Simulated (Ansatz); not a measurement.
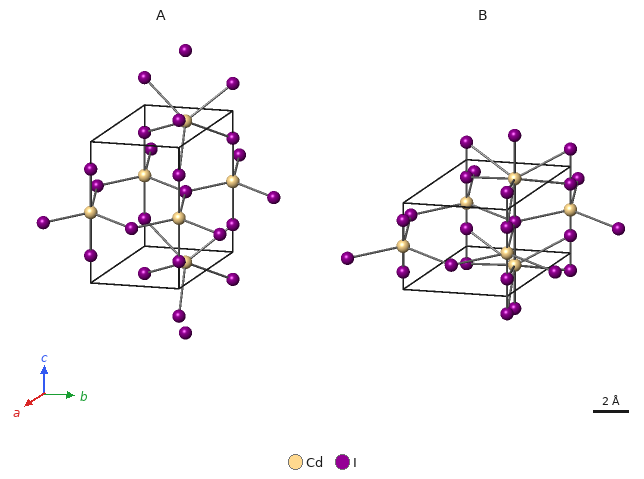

Two geometries of a crystal of Cd₂I₃ (a generated structure, set up in P-6m2) (coarse preliminary run), drawn at one scale. One is the start of a relaxation, the other its converged end. The picture is a ball-and-stick view of the cell of the calculation, seen from a free direction.

All numbers below come from DFT PBE, scalar-relativistic, plane waves, PAW in Ansatz. Settings: plane-wave cutoff 420 eV; k-point mesh 3 × 3 × 4; occupations gaussian; smearing width 0.1 eV; no spin polarisation; cell and atoms relaxed; force threshold 0.04 eV/Å; at most 70 steps.

Q: Which geometry has the lower energy?

A: Structure A is the relaxed one. The largest moves relative to the cell, 0.075 Å, are those of I atoms. Cd stays in place. Cell: a = b 6.050 → 5.143 Å (−15.0 %), c 5.848 → 9.545 Å (+63.2 %). Volume +18.0 %. Some distances before and after: I–I 3.489 → 5.845 Å, Cd–I 2.924 → 4.773 Å, I–I 2.359 → 3.700 Å, Cd–I 1.744 → 2.922 Å. Bonds break: Cd–I (2.92 → 4.77 Å), I–I (2.36 → 3.70 Å). The space group stays P-6m2 (No. 187). After 19 accepted moves (22 points after the start) the energy has fallen by 33.635 eV per cell of the calculation. Largest force component: 46 eV/Å at the start, 0.0054 eV/Å at the end. The pressure goes from 72.65 to −0.15 GPa. The SCF was repeated 3 times at an unchanged geometry on a basis and grid sized afresh for the cell, which shifted the energy by 1.066 eV per cell of the calculation at most.

Limits of the set-up: an odd number of electrons was run without spin polarisation, which fails if the electron would localise.
